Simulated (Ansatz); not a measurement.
The Ansatz input:

```
crystal:
  lattice:
    - [0.0, 2.8322112107, 2.8322112107]
    - [2.8322112107, 0.0, 2.8322112107]
    - [2.8322112107, 2.8322112107, 0.0]
  atoms:
    - { symbol: Ca, position: [0.0, 0.0, 0.0] }
    - { symbol: Se, position: [0.5, 0.5, 0.5] }
kpoints:
  mp_grid: { grid: [8, 8, 8] }
  band_path:
    path:
      - [0.0, 0.0, 0.0]
      - [0.5, 0.0, 0.5]
      - [0.625, 0.25, 0.625]
      - [0.375, 0.375, 0.75]
      - [0.5, 0.5, 0.5]
      - [0.5, 0.25, 0.75]
      - [0.0, 0.5, 0.5]
    npoints: 1
hamiltonian:
  xc: r2scan
scf:
  occupations: { method: fixed }
  n_extra_bands: 4
output:
  forces: true
  stress: true
  eigenvalues: true
  write_density: true
  write_potential: true
  elf: true
  volumetric_format: npy
```

Launched with:
```bash
ansatz run input.yaml --threads 4 --pin off --max-ram 5529MiB --backend cpu --events-out ev --progress --plain --runs-dir out
```

What does the calculation give for the electronic structure?

There is a gap; over the k points computed it is 2.12 eV (indirect; the smallest direct gap is 3.20 eV). The upper group of valence states starts about 3.8 eV under the valence-band top, with a gap beneath it; it holds about 6 electrons a cell. Within the window shown, the tallest peak of the filled states lies 1.5 eV under the valence-band top, at about 4.7 states per eV and cell.

The cell is at 10 GPa in this functional.

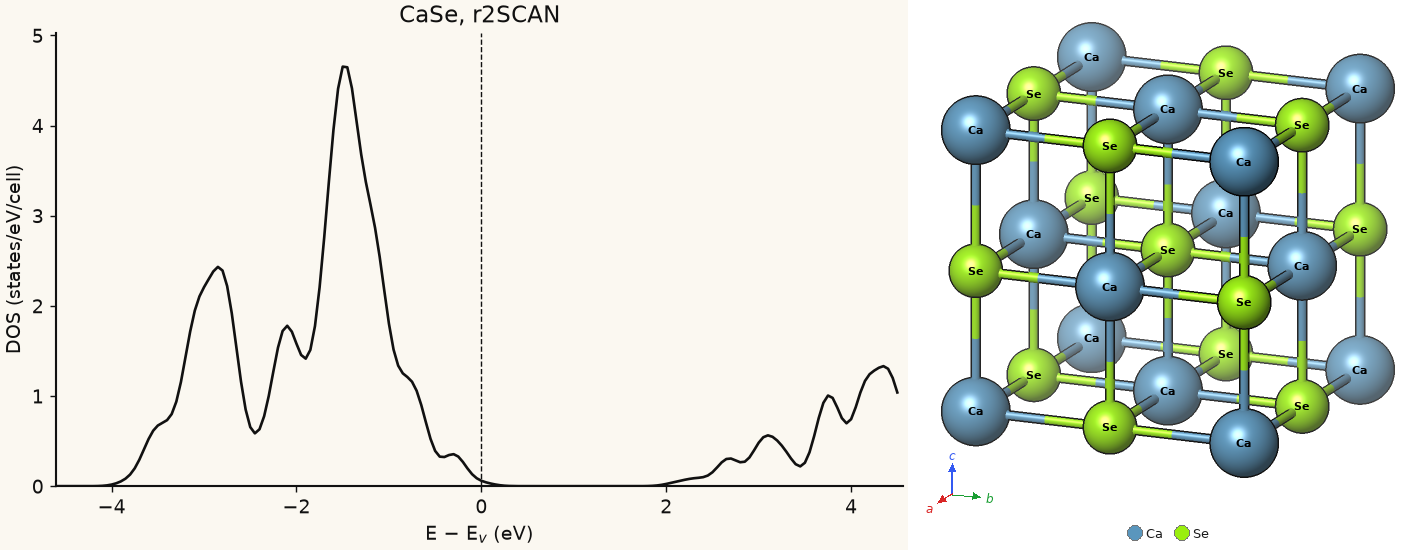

Density of states, beside the structure. Energies are counted from the top of the valence band. The curve is built from the levels of the k mesh with Gaussians 0.3 eV wide, which also blur the band edges.
